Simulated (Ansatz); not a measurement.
Geometry relaxation, with input and output: Cu (part 1 of 2)

The run: geometry relaxation of Cu (P6₃/mmc, 4 atoms in the cell). Method and program: DFT r2SCAN, scalar-relativistic, plane waves, PAW, no spin polarisation (Ansatz 0.2.0).

The structure derives from a Materials Project entry. Figures and captions count atoms from 1; the log counts them from 0 in places.

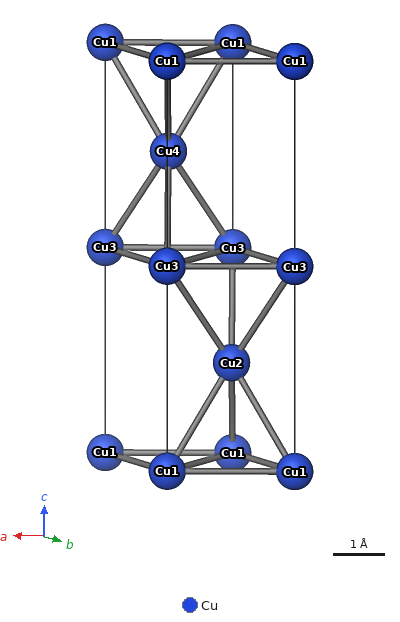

**Figure 1.** The starting structure (ball-and-stick view of the cell of the calculation, seen at an oblique angle; atoms are numbered from 1 in the order of the input). An atom can appear more than once, as a periodic image.

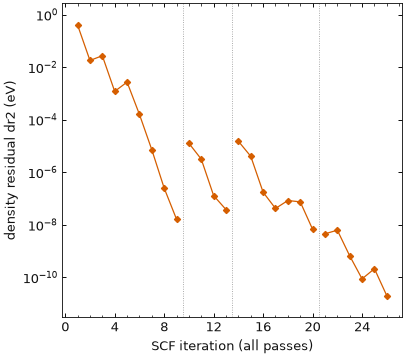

**Figure 2.** Convergence of the self-consistent field: density residual dr2 against the SCF iteration. The dotted lines part the SCF passes of the relaxation: geometry steps, rejected trials and re-solves on a re-selected basis. The passes take 9, 4, 7 and 6 iterations.

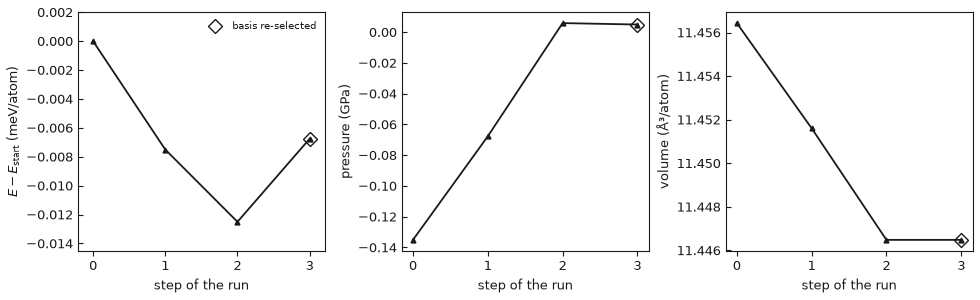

**Figure 3.** Progress of the relaxation, step by step (the first geometry is step 0 here and step 1 in the log). No atom moves by more than 0.005 Å relative to the cell. Cell: a = b 2.531 → 2.529 Å (−0.1 %), c 8.262 → 8.264 Å (0.0 %). Volume −0.1 %. The space group stays P6_3/mmc (No. 194). Over 2 geometry steps the energy falls by next to nothing (0.0 meV per atom). All forces vanish by symmetry, so only the cell relaxes. Pressure: −0.14 GPa at the start and 0.00 GPa at the end. A last SCF at the same geometry on a re-selected plane-wave basis shifts the energy by +0.0 meV per atom. (Atoms are counted from 1 in the order of the input.)

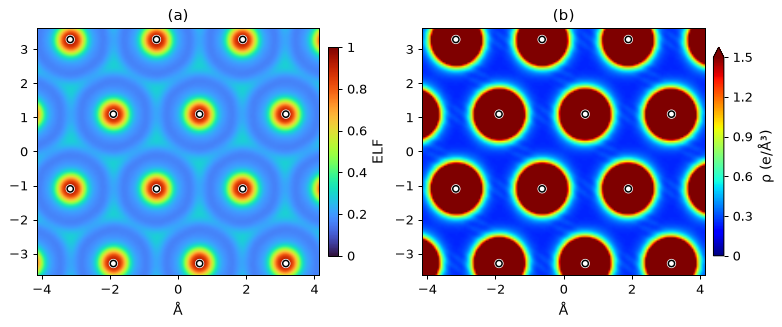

**Figure 4.** (a) electron localisation function; (b) valence electron density on the (001) plane of the conventional cell. Circles mark the nuclei in the plane (Cu). Cu–Cu (2.53 Å): ρ at the midpoint is about 0.27 e/Å³; the ELF is about 0.20 at the midpoint; no shared electron pair. Away from the nuclei the density in this plane falls to 0.24 e/Å³ at its lowest. The strong features right at Cu lie inside the PAW spheres (semicore, d or f shells) and say nothing about bonding. The fields are those of the smooth PAW valence density.

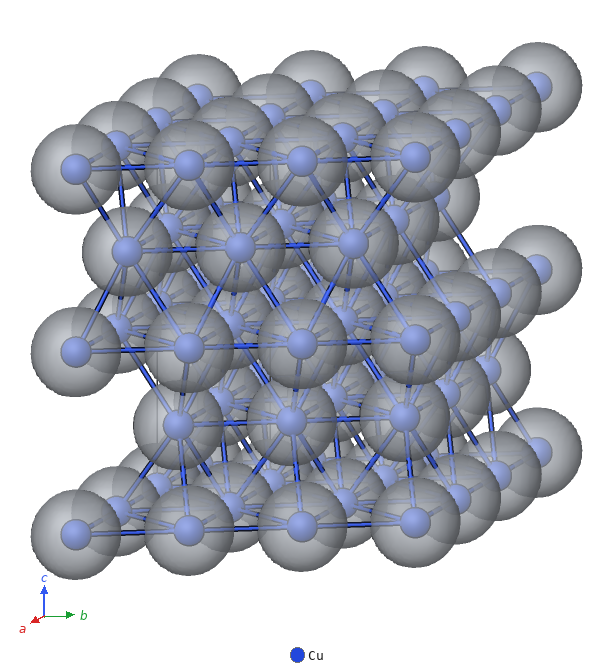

**Figure 5.** Isosurface of the valence electron density at 0.4 e/Å³ (grey), seen slightly off an axis. Sticks mark near contacts. The outline is the cell set on symmetry axes. At this value the density breaks into separate islands; it holds about 90 % of the electrons treated as valence (semicore included). It is pinched off along the Cu–Cu (2.53 Å) contacts. On the grid the lowest density along these lines, outside the cores, is 0.27 e/Å³ (Cu–Cu, 2.53 Å).

The input and output of the run follow.

**Input file**
```yaml
crystal:
  lattice:
    - [2.5307640267, 0.0, 0.0]
    - [-1.2653820134, 2.1917059381, 0.0]
    - [0.0, 0.0, 8.26181508]
  atoms:
    - { symbol: Cu, position: [0.0, 0.0, 0.0] }
    - { symbol: Cu, position: [0.33333333, 0.66666667, 0.25] }
    - { symbol: Cu, position: [0.0, 0.0, 0.5] }
    - { symbol: Cu, position: [0.66666667, 0.33333333, 0.75] }
basis:
  ecutwfc: 500
kpoints:
  mp_grid: { grid: [18, 18, 6] }
hamiltonian:
  xc: r2scan
scf:
  occupations: { method: gaussian, width: 0.1 }
output:
  forces: true
  stress: true
  eigenvalues: true
  write_density: true
  write_potential: true
  elf: true
  volumetric_format: npy
relax:
  adjacent_minimum: "off"
  f_tol: 0.005
  max_steps: 80
  cell: { stress_tol: 0.05 }
```

Run as:
```bash
ansatz run input.yaml --threads 1 --pin off --max-ram 2560MiB --backend cpu --events-out ev --progress --plain --runs-dir out
```

**The program's output**
```
Engine: ansatz 0.2.0, x86_64-unknown-linux-gnu
Pseudopotentials: kind: paw
Pseudopotential: Cu, paw, valence charge 19, recommended cutoff 500 eV (meta_gga), Cu.paw.azcp
Functional definition: r2SCAN
  parameter k0 = 0.174
  parameter k1 = 0.065
  parameter a1 = 4.9479
  exchange = r2scan_x(k0 = k0, k1 = k1, a1 = a1)
  correlation = r2scan_c
Crystal: 4 atoms, lattice volume = 45.826 Å³
Basis set: ecut = 500 eV, 1165 PW (Γ), exchange–correlation on 80×80×256 points (64 copies of the dense FFT grid, shifted against one another)
Bands: 46, of which v1, the nominal top of the filled ones, is band 38 counted from 1 (37 counted from 0)
Symmetry: 24 space group operations
Space group: P63/mmc (ITA 194), of the structure as read, at distance tolerance 3.6e-5 Å
k-points: 148 of 1944
Non-local potential: Cu, projectors of the file, l = 0: 3, l = 1: 2, l = 2: 3, l = 3: 1
PAW form: soft (Blöchl's): semilocal exchange-correlation on the pseudo side does not see the compensation charge
PAW frozen core: Cu, regenerated for the run's functional (the file was generated under x = pbe(κ = 0.804, μ = 0.2195149727645171), c = pbe(β = 0.06672455060314922))
PAW one-centre angular grid: Cu, 590 points (default); XC on 160 Gauss nodes
Initial density: superposition of atomic densities (neutral atoms: chi_scale 0, normalization atom), corrected by the library's trained network
Initial wavefunctions: pseudopotential atomic-orbital guess
Functional: x = r2scan, c = r2scan; τ floored in thin density (d = 2e-4 eV/Å³)
SCF iter   1: F=—  HF=-26525.005930 eV  |F-HF|=—  |Δ(HF+E_count)|=         —  Δρ=4.03e-2  dr2=4.06e-1  dr2_τ=2.95e-3  ethr=1.77e-3  ⟨swp⟩=5.0  Hψ=21636  notcnv=0  defer=62
preconditioner: auto → Kerker (q_TF=auto, 2.968 Å⁻¹)  [metal: Δε(μ)=0.019 eV  Ē_g=11.725 eV  σ=0.100 eV  W_gap=0.10  n_scr=24 (ndim 8)  ℏωp=36.4 eV  f_vac=0.000  D(μ)=1.28/eV (n_scr^D=4)]
SCF iter   2: F=—  HF=-26524.961504 eV  |F-HF|=—  |Δ(HF+E_count)|=   4.44e-2  Δρ=1.08e-2  dr2=1.82e-2  dr2_τ=4.76e-3  ethr=5.35e-4  ⟨swp⟩=2.0  Hψ=11842  notcnv=0  defer=388
SCF iter   3: F=—  HF=-26524.939031 eV  |F-HF|=—  |Δ(HF+E_count)|=   2.25e-2  Δρ=9.50e-3  dr2=2.76e-2  dr2_τ=1.71e-4  ethr=2.40e-5  ⟨swp⟩=2.0  Hψ=12837  notcnv=0  defer=388
SCF iter   4: F=—  HF=-26524.932203 eV  |F-HF|=—  |Δ(HF+E_count)|=   6.83e-3  Δρ=1.84e-3  dr2=1.21e-3  dr2_τ=5.72e-5  ethr=2.40e-5  ⟨swp⟩=1.6  Hψ=8414  notcnv=0  defer=388
SCF iter   5: F=—  HF=-26524.933124 eV  |F-HF|=—  |Δ(HF+E_count)|=   9.21e-4  Δρ=3.03e-3  dr2=2.73e-3  dr2_τ=1.69e-5  ethr=1.59e-6  ⟨swp⟩=2.0  Hψ=11953  notcnv=0  defer=388
SCF iter   6: F=—  HF=-26524.932744 eV  |F-HF|=—  |Δ(HF+E_count)|=   3.80e-4  Δρ=6.79e-4  dr2=1.61e-4  dr2_τ=1.51e-6  ethr=1.59e-6  ⟨swp⟩=2.0  Hψ=9504  notcnv=0  defer=388
SCF iter   7: F=—  HF=-26524.932728 eV  |F-HF|=—  |Δ(HF+E_count)|=   1.55e-5  Δρ=1.31e-4  dr2=7.27e-6  dr2_τ=3.78e-8  ethr=2.12e-7  ⟨swp⟩=2.1  Hψ=8840  notcnv=0  defer=388
SCF iter   8: F=—  HF=-26524.932716 eV  |F-HF|=—  |Δ(HF+E_count)|=   1.20e-5  Δρ=2.33e-5  dr2=2.52e-7  dr2_τ=2.21e-9  ethr=9.56e-9  ⟨swp⟩=2.2  Hψ=9317  notcnv=0  defer=388
SCF iter   9: F=-26524.932716 eV  HF=-26524.932716 eV  |F-HF|=3.10e-9  |Δ(HF+E_count)|=   1.06e-7  Δρ=7.52e-6  dr2=1.64e-8  dr2_τ=1.34e-10  ethr=1.32e-10  ⟨swp⟩=11.2  Hψ=46303  notcnv=0
SCF 1 converged in 9 iterations: F = -26524.932716 eV  dr2 = 1.64e-8
  greatest PAW one-centre occupation: 1.000 electrons in one spin orbital (limit 2), on the Cu atom at site 0 (counted from 0), in its partial waves of l = 0
relax step   1: F+E_penalty+E_count = -26524.93271613 eV  Δ(F+E_penalty+E_count) = +0.000e0 eV  max|allowed force component| = 9.252e-18 eV/Å  Δτ_max = 0.0000 Å  P = -0.135 GPa  Ω = 45.826 Å³  (9 SCF iters, dr2 threshold 1.00e-7 eV, accepted)
Crystal: 4 atoms, lattice volume = 45.806 Å³
Initial density: handed on by an earlier stage of this run
Initial wavefunctions: those handed on with the density
iter 1 solved again at ethr=1.87e-8 eV; its pass at ethr=3.10e-3 eV (dr2=1.42e-5 eV) is discarded
SCF iter   1: F=—  HF=-26524.932732 eV  |F-HF|=—  |Δ(HF+E_count)|=         —  Δρ=2.14e-4  dr2=1.28e-5  dr2_τ=1.08e-5  ethr=1.87e-8  ⟨swp⟩=2.2  Hψ=26082  notcnv=0
preconditioner: auto → Kerker (q_TF=auto, 2.969 Å⁻¹)  [metal: Δε(μ)=0.023 eV  Ē_g=11.560 eV  σ=0.100 eV  W_gap=0.13  n_scr=24 (ndim 8)  ℏωp=36.4 eV  f_vac=0.000  D(μ)=1.39/eV (n_scr^D=6)]
SCF iter   2: F=—  HF=-26524.932747 eV  |F-HF|=—  |Δ(HF+E_count)|=   1.48e-5  Δρ=1.32e-4  dr2=3.18e-6  dr2_τ=1.41e-7  ethr=1.69e-8  ⟨swp⟩=2.0  Hψ=10503  notcnv=0
SCF iter   3: F=—  HF=-26524.932746 eV  |F-HF|=—  |Δ(HF+E_count)|=   1.37e-6  Δρ=2.04e-5  dr2=1.30e-7  dr2_τ=2.71e-9  ethr=4.18e-9  ⟨swp⟩=2.0  Hψ=9926  notcnv=0
SCF iter   4: F=-26524.932746 eV  HF=-26524.932746 eV  |F-HF|=1.94e-8  |Δ(HF+E_count)|=   3.38e-8  Δρ=1.04e-5  dr2=3.82e-8  dr2_τ=8.47e-10  ethr=1.16e-10  ⟨swp⟩=7.4  Hψ=41119  notcnv=0
SCF 2 converged in 4 iterations: F = -26524.932746 eV  dr2 = 3.82e-8
relax step   2: F+E_penalty+E_count = -26524.93274560 eV  Δ(F+E_penalty+E_count) = -2.947e-5 eV  max|allowed force component| = 3.469e-17 eV/Å  Δτ_max = 0.0000 Å  P = -0.068 GPa  Ω = 45.806 Å³  energy of the carried Pulay correction = +1.008e-5 eV  (4 SCF iters, dr2 threshold 8.82e-8 eV, accepted)
Crystal: 4 atoms, lattice volume = 45.786 Å³
iter 1 solved again at ethr=2.23e-8 eV; its pass at ethr=3.10e-3 eV (dr2=1.70e-5 eV) is discarded
```
